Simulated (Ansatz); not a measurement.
# Residual resistivity of an alloy: Al(111) with 4 layers of random Al-Li, 2x2, part 2 of 2

Wanted: resistance against the alloy's length, first Al(111) with 4 layers of random Al-Li, 2x2.

Ansatz 0.2.0; Ansatz plane-wave DFT, PBE, PAW files; ballistic transport by layer matching (Landauer), zero bias; PAW set soft_1.

So far. Step 3 (With 8 alloy layers): Over the solved energies the transmission per spin lies between 3.44 and 3.51, out of 5.53 channels of the lead on average (up to 5.59).

## 4. With 12 alloy layers

System of this step: Al(111) with 12 layers of random Al-Li, 2x2. The cell holds 72 atoms: 66 Al and 6 Li. Its edges and angles: a = 5.725 Å, b = 5.725 Å, c = 42.068 Å, α = 90.0°, β = 90.0°, γ = 120.0°. It derives from Al. Regions: lead, 24 atoms (24 Al); scattering region, 48 atoms (42 Al and 6 Li). The structure is stacked along c, and the current runs across the ab planes.

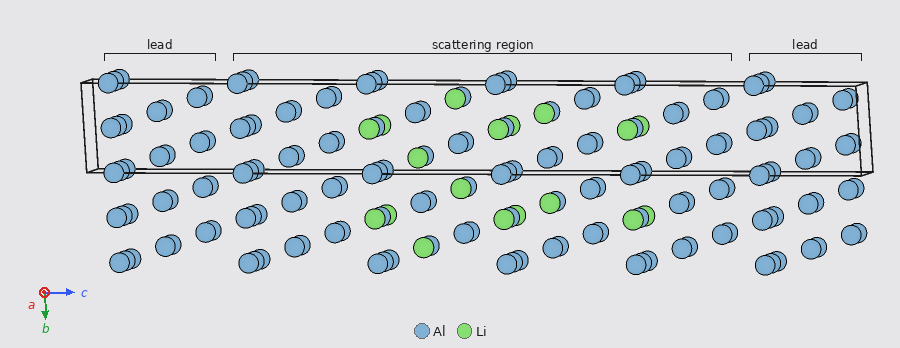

The cell of this step (aluminium light blue, lithium green). 1×2×1 cells are drawn. Some periodic images of atoms are drawn too.

Contents of input.yaml:

```yaml
crystal:
  lattice:
    - [5.7246940741, 0.0, 0.0]
    - [-2.862347037, 4.957730497, 0.0]
    - [0.0, 0.0, 42.0677382451]
  atoms:
    - { symbol: Al, position: [0.0, 0.0, 0.0277777778] }
    - { symbol: Al, position: [0.0, 0.5, 0.0277777778] }
    - { symbol: Al, position: [0.5, 0.0, 0.0277777778] }
    - { symbol: Al, position: [0.5, 0.5, 0.0277777778] }
    - { symbol: Al, position: [0.1666666667, 0.3333333333, 0.0833333333] }
    - { symbol: Al, position: [0.1666666667, 0.8333333333, 0.0833333333] }
    - { symbol: Al, position: [0.6666666667, 0.3333333333, 0.0833333333] }
    - { symbol: Al, position: [0.6666666667, 0.8333333333, 0.0833333333] }
    - { symbol: Al, position: [0.3333333333, 0.1666666667, 0.1388888889] }
    - { symbol: Al, position: [0.3333333333, 0.6666666667, 0.1388888889] }
    - { symbol: Al, position: [0.8333333333, 0.1666666667, 0.1388888889] }
    - { symbol: Al, position: [0.8333333333, 0.6666666667, 0.1388888889] }
    - { symbol: Al, position: [0.0, 0.0, 0.1944444444] }
    - { symbol: Al, position: [0.0, 0.5, 0.1944444444] }
    - { symbol: Al, position: [0.5, 0.0, 0.1944444444] }
    - { symbol: Al, position: [0.5, 0.5, 0.1944444444] }
    - { symbol: Al, position: [0.1666666667, 0.3333333333, 0.25] }
    - { symbol: Al, position: [0.1666666667, 0.8333333333, 0.25] }
    - { symbol: Al, position: [0.6666666667, 0.3333333333, 0.25] }
    - { symbol: Al, position: [0.6666666667, 0.8333333333, 0.25] }
    - { symbol: Al, position: [0.3333333333, 0.1666666667, 0.3055555556] }
    - { symbol: Al, position: [0.3333333333, 0.6666666667, 0.3055555556] }
    - { symbol: Al, position: [0.8333333333, 0.1666666667, 0.3055555556] }
    - { symbol: Al, position: [0.8333333333, 0.6666666667, 0.3055555556] }
    - { symbol: Al, position: [0.0, 0.0, 0.3611111111] }
    - { symbol: Li, position: [0.0, 0.5, 0.3611111111] }
    - { symbol: Al, position: [0.5, 0.0, 0.3611111111] }
    - { symbol: Al, position: [0.5, 0.5, 0.3611111111] }
    - { symbol: Al, position: [0.1666666667, 0.3333333333, 0.4166666667] }
    - { symbol: Al, position: [0.1666666667, 0.8333333333, 0.4166666667] }
    - { symbol: Al, position: [0.6666666667, 0.3333333333, 0.4166666667] }
    - { symbol: Li, position: [0.6666666667, 0.8333333333, 0.4166666667] }
    - { symbol: Al, position: [0.3333333333, 0.1666666667, 0.4722222222] }
    - { symbol: Al, position: [0.3333333333, 0.6666666667, 0.4722222222] }
    - { symbol: Li, position: [0.8333333333, 0.1666666667, 0.4722222222] }
    - { symbol: Al, position: [0.8333333333, 0.6666666667, 0.4722222222] }
    - { symbol: Al, position: [0.0, 0.0, 0.5277777778] }
    - { symbol: Li, position: [0.0, 0.5, 0.5277777778] }
    - { symbol: Al, position: [0.5, 0.0, 0.5277777778] }
    - { symbol: Al, position: [0.5, 0.5, 0.5277777778] }
    - { symbol: Al, position: [0.1666666667, 0.3333333333, 0.5833333333] }
    - { symbol: Al, position: [0.1666666667, 0.8333333333, 0.5833333333] }
    - { symbol: Li, position: [0.6666666667, 0.3333333333, 0.5833333333] }
    - { symbol: Al, position: [0.6666666667, 0.8333333333, 0.5833333333] }
    - { symbol: Al, position: [0.3333333333, 0.1666666667, 0.6388888889] }
    - { symbol: Al, position: [0.3333333333, 0.6666666667, 0.6388888889] }
    - { symbol: Al, position: [0.8333333333, 0.1666666667, 0.6388888889] }
    - { symbol: Al, position: [0.8333333333, 0.6666666667, 0.6388888889] }
    - { symbol: Al, position: [0.0, 0.0, 0.6944444444] }
    - { symbol: Li, position: [0.0, 0.5, 0.6944444444] }
    - { symbol: Al, position: [0.5, 0.0, 0.6944444444] }
    - { symbol: Al, position: [0.5, 0.5, 0.6944444444] }
    - { symbol: Al, position: [0.1666666667, 0.3333333333, 0.75] }
    - { symbol: Al, position: [0.1666666667, 0.8333333333, 0.75] }
    - { symbol: Al, position: [0.6666666667, 0.3333333333, 0.75] }
    - { symbol: Al, position: [0.6666666667, 0.8333333333, 0.75] }
    - { symbol: Al, position: [0.3333333333, 0.1666666667, 0.8055555556] }
    - { symbol: Al, position: [0.3333333333, 0.6666666667, 0.8055555556] }
    - { symbol: Al, position: [0.8333333333, 0.1666666667, 0.8055555556] }
    - { symbol: Al, position: [0.8333333333, 0.6666666667, 0.8055555556] }
    - { symbol: Al, position: [0.0, 0.0, 0.8611111111] }
    - { symbol: Al, position: [0.0, 0.5, 0.8611111111] }
    - { symbol: Al, position: [0.5, 0.0, 0.8611111111] }
    - { symbol: Al, position: [0.5, 0.5, 0.8611111111] }
    - { symbol: Al, position: [0.1666666667, 0.3333333333, 0.9166666667] }
    - { symbol: Al, position: [0.1666666667, 0.8333333333, 0.9166666667] }
    - { symbol: Al, position: [0.6666666667, 0.3333333333, 0.9166666667] }
    - { symbol: Al, position: [0.6666666667, 0.8333333333, 0.9166666667] }
    - { symbol: Al, position: [0.3333333333, 0.1666666667, 0.9722222222] }
    - { symbol: Al, position: [0.3333333333, 0.6666666667, 0.9722222222] }
    - { symbol: Al, position: [0.8333333333, 0.1666666667, 0.9722222222] }
    - { symbol: Al, position: [0.8333333333, 0.6666666667, 0.9722222222] }
kpoints:
  mp_grid: { grid: [5, 5, 1] }
hamiltonian:
  xc: pbe
  pseudopotentials: { kind: paw, azcp: { folder: soft_1 } }
scf:
  occupations: { method: fermi_dirac, width: 0.1 }
output:
  transmission:
    leads: [[0, 4]]
    kmesh: [10, 10]
    e_range: [-0.05, 0.05]
    de: 0.05
  write_potential: true
  write_density: true
  volumetric_format: npy
```

Command:

```sh
$ ansatz run input.yaml --threads 4 --pin off --max-ram 15360MiB --backend cpu --events-out ev --progress --plain --runs-dir out
```

Numbers of over 12 decimals in the logs are rounded to 6 here.

Output:

```text
[...]
Crystal: 72 atoms, lattice volume = 1193.945 Å³
Basis set: ecut = 420 eV, 23469 PW (Γ)
Bands: 180, of which v1, the nominal top of the filled ones, is band 108 counted from 1 (107 counted from 0)
Symmetry: 1 space group operations
[...]
k-points: 13 of 25 (time reversal used)
[...]
SCF iter   1: F=—  HF=-36708.900747 eV  |F-HF|=—  |Δ(HF+E_count)|=         —  Δρ=2.21e-2  dr2=6.99e1  ethr=3.10e-3  ⟨swp⟩=7.6  Hψ=12321  notcnv=0  defer=109
[...]
SCF iter   8: F=-36705.569658 eV  HF=-36705.569658 eV  |F-HF|=4.26e-9  |Δ(HF+E_count)|=   5.49e-8  Δρ=4.97e-7  dr2=6.75e-9  ethr=4.63e-11  ⟨swp⟩=13.8  Hψ=10108  notcnv=0
SCF 1 converged in 8 iterations: F = -36705.569658 eV  dr2 = 6.75e-9
[...]
transmission: 273 of 2704 steps passed
transmission: 549 of 2704 steps passed
[...]
transmission: 2704 of 2704 steps passed
SCF converged after 8 iterations
Free energy (F): -36705.569658 eV
[...]
Internal energy: -36704.661230 eV  (E = F + TS)
E sigma→0 (E₀):  -36705.115444 eV
Entropy (-TS):   -0.908428 eV (-12.617 meV/atom)
Fermi energy:    7.370394 eV
[...]
--- Band table (eV; the first three rows and the last of 13) ---
  k-point 0: bands = [... 104 lower, 6.0998, 6.2913, 6.3308, 6.3456, 6.3503, 6.3854, 6.4301, 6.4873, ... 68 higher]
  k-point 1: bands = [... 104 lower, 6.5491, 6.5999, 6.6238, 6.6576, 6.7240, 6.7942, 6.8334, 6.9006, ... 68 higher]
  k-point 2: bands = [... 104 lower, 7.4503, 7.4748, 7.5134, 7.5901, 7.6069, 7.6297, 7.6771, 7.7421, ... 68 higher]
  k-point 12: bands = [... 104 lower, 7.1466, 7.2957, 7.3390, 7.4369, 7.4601, 7.5249, 7.5469, 7.5751, ... 68 higher]
--- Transmission ---
  basis      : 253 plane waves across, 52 finite elements along
  points     : 52, standing for a mesh of 10 x 10
[...]
channels       : 5.590000e0 a spin
[...]
junction   : crystal 0 to crystal 0, 1.64 to 41.37 Å
    transmission   : 3.016686e0 a spin
[...]
```

The job ended after 7 min (4 threads of Intel Xeon Platinum 8488C (Sapphire Rapids), shared host; peak memory 4.9 GiB).

This step gave:

```yaml
free_energy: -36705.5697 eV
energy_at_zero_smearing: -36705.1154 eV
fermi_energy: 7.370 eV
transmission_per_spin_nearest_the_fermi_level: 3.017
step_of_the_lead_s_potential: 8 meV
```

Per spin. Transmission, zone mean against energy, zero at the Fermi level:

| energy (eV) | transmission, zone mean |
| --- | --- |
| -0.0500 | 2.92 |
| 0.0000 | 3.02 |
| 0.0500 | 3.00 |

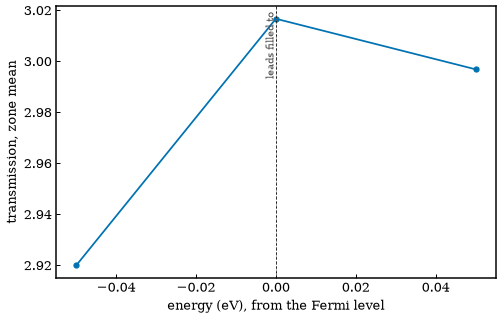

Transmission, zone mean, plotted against energy.

Over the solved energies the transmission per spin lies between 2.92 and 3.02, out of 5.46 channels of the lead on average (up to 5.59).

## 5. The fit

This step: Ansatz plane-wave DFT, PBE, PAW files; ballistic transport by layer matching (Landauer), zero bias; residual resistivity from the slope of the area resistance, atoms on the host's lattice; PAW set soft_1 (Ansatz 0.2.0).

This step gave:

```yaml
resistivity: 15.78 µΩ cm
intercept: 0.1101 fΩ m²
scatter_about_the_fit: 0.009835 fΩ m²
```

Resistance, by row:

| run | length (Å) | T | channels N | RA (fΩ m²) |
| --- | --- | --- | --- | --- |
| n4 | 9.348 | 3.887 | 5.403 | 0.2646 |
| n8 | 18.7 | 3.477 | 5.53 | 0.3912 |
| n12 | 28.05 | 2.978 | 5.463 | 0.5596 |

The area resistance by length of the alloy:

| length of the alloy (Å) | area resistance (fΩ m²) |
| --- | --- |
| 9.35 | 0.265 |
| 18.70 | 0.391 |
| 28.05 | 0.560 |

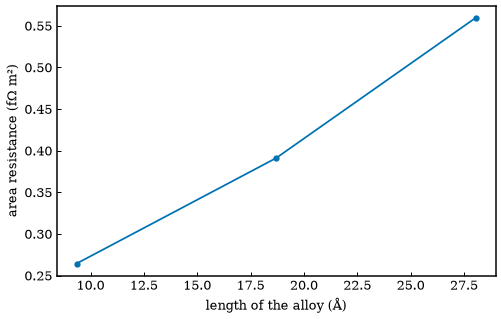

Area resistance against length of the alloy.

The area resistance goes from 0.26 to 0.56 fΩ m² between 9.3 and 28.0 Å, a slope of 16 µΩ cm.

By hand from the end points: (0.5596 − 0.2646) fΩ m² / (28.05 − 9.35) Å = 16 µΩ cm, since 1 fΩ m² per Å is 1000 µΩ cm.

## 6. Summary of results

```yaml
resistivity_from_the_slope: 15.8 µΩ cm
area_resistance_over_9p35_a: 0.265 fΩ m²
area_resistance_over_18p7_a: 0.391 fΩ m²
area_resistance_over_28p0_a: 0.560 fΩ m²
```

In words: The slope gives 16 µΩ cm. The points scatter by 0.0098 fΩ m² about the line, with one random draw a length in a 2x2 cell, so the slope is a rough value. The lead's own channel count moves between the runs (5.40, 5.53 and 5.46), which shifts RA and the slope too. Read with a model of isotropic scattering on a spherical Fermi surface and the lead's 1.5×10¹⁵ S/m², this slope means a mean free path near 34 Å; over these lengths the model's slope is 1.05 times its bulk resistivity, which would be 15 µΩ cm. The draw over the shortest length came out nearly ordered, with 8 symmetry operations, so that point is a poor sample of a random alloy. The atoms sit on the host's lattice, so scattering by size misfit is left out.

[Logs are printed without paths, hosts, clocks, repeated set-up lines and the standing remarks that a program may print on its own settings, such as how far it seeks lower states.]

[Hosts, paths, dates, database ids (printed as entryN), source tags and the programs' standing remarks are cut or masked in the printed files.]
